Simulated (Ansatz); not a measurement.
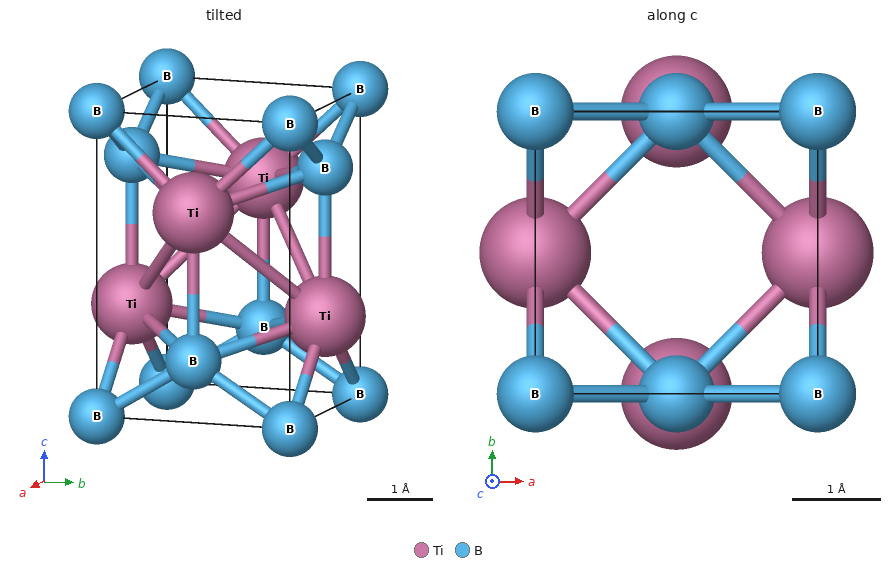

An orthographic ball-and-stick view of the structure, slightly off an axis and along the c axis. The conventional unit cell is outlined; an atom on or near a face, edge or corner is repeated at each equivalent position. Cell: a = 3.21 Å, b = 3.21 Å, c = 4.85 Å, α = 90.00°, β = 90.00°, γ = 90.00°.

Source of the structure: a structure type filled with these elements by a generator (whether the compound takes this form wasn't checked). Earlier steps of the study, as a rule a relaxation of our own, may have changed the cell and positions, so they can lie some per cent off the listed ones. It went into a calculation with Ansatz.

Question: Notes on the structure:

Answer: The structure is one of Ti2B3. Space group P-4m2 (No. 115), lattice primitive tetragonal. One cell contains 2 Ti, 3 B, 5 atoms in all. Within bonding distance, the neighbour counts come to Ti 12 and B 8. Not all metal-metal contacts are counted.

Results below were computed with DFT PBE, scalar-relativistic, plane waves, PAW in Ansatz 0.2.0; the settings were an energy cutoff of 420 eV, a 12×12×8 mesh of k-points, Gaussian smearing of 0.1 eV, no spin polarisation.

Question: What is the band gap, if any?

Answer: A metal: bands cross the Fermi level.

Question: How are the electrons shared out in a Bader analysis?

Answer: Ti +1.34 e; B -0.97 to -0.73 e.

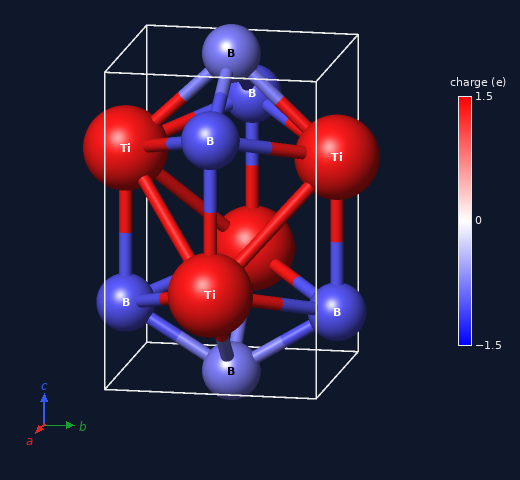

The atoms coloured by those charges. The run's cell of 5 atoms is drawn, so axes and origin can differ from the first picture.

Question: Is the structure in equilibrium?

Answer: Yes. All forces vanish to within 0.01 eV/Å. The pressure is 0.0 GPa, close to zero.
